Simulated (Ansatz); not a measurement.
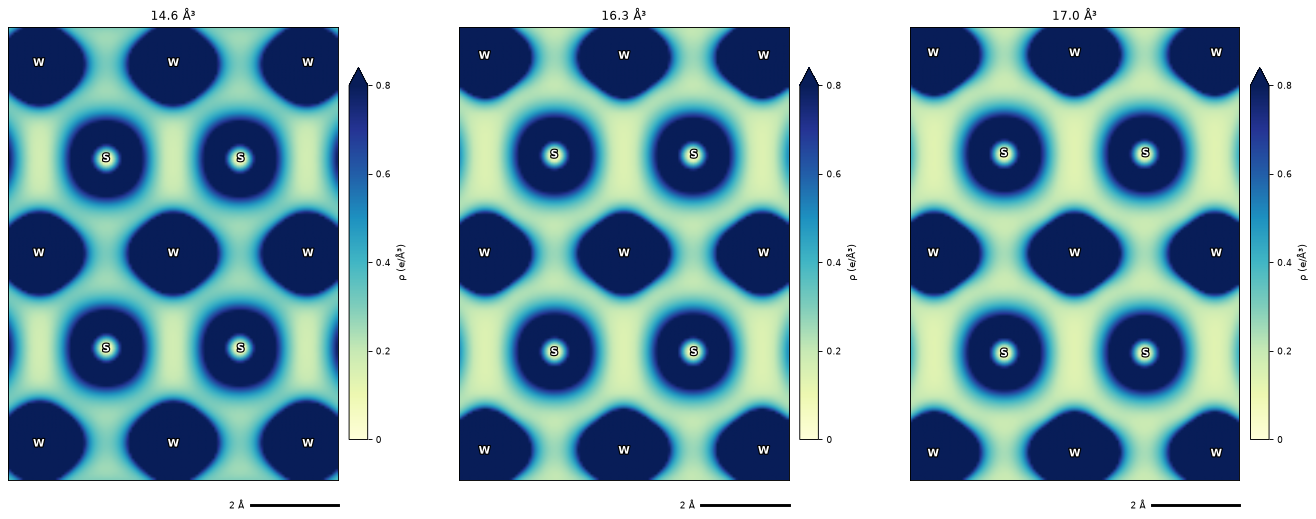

WS. The valence pseudo-density of cells scaled evenly to different volumes (given per atom above each panel), on the (011̄) plane of each (indices in the axes of the cell below), at one length scale and on one colour scale.

Started from the CsCl (B2) prototype, which need not be the ambient phase; Hubbard U of 6.2 eV on W d only.

Computed with DFT PBE+U, scalar-relativistic, plane waves, PAW (Ansatz 0.2.0).

Core electrons are frozen (PAW), and the valence fields are smoothed inside the atomic spheres.

The largest cell:

```
W S
1.0
     3.42425    0.00000    0.00000
     0.00000    3.42425    0.00000
     0.00000    0.00000    3.42425
W S
1 1
Cartesian
  0.0000 0.0000 0.0000
  1.7121 1.7121 1.7121
```

| volume (Å³/atom) | W–S contact in the plane (Å) | ρ at its midpoint (e/Å³) | pressure (GPa) | 
| --- | --- | --- | --- |
| 14.63 | 2.669 | 0.331 | 6.3 | 
| 15.65 | 2.729 | ? | ? | 
| 16.33 | 2.768 | 0.258 | 4.2 | 
| 17.01 | 2.806 | 0.240 | 0.0 | 
| 20.08 | 2.965 | 0.180 | −11.4 | 

### What values belong in the row with question marks?

Over the known rows ln ρ falls by 2.03 per Å of W–S distance (a least-squares line), which gives 0.286 e/Å³ at 2.729 Å; the calculation gives 0.280 e/Å³. For the pressure, a straight line in volume between the neighbouring rows gives 5.0 GPa; the calculation gives 7.7.
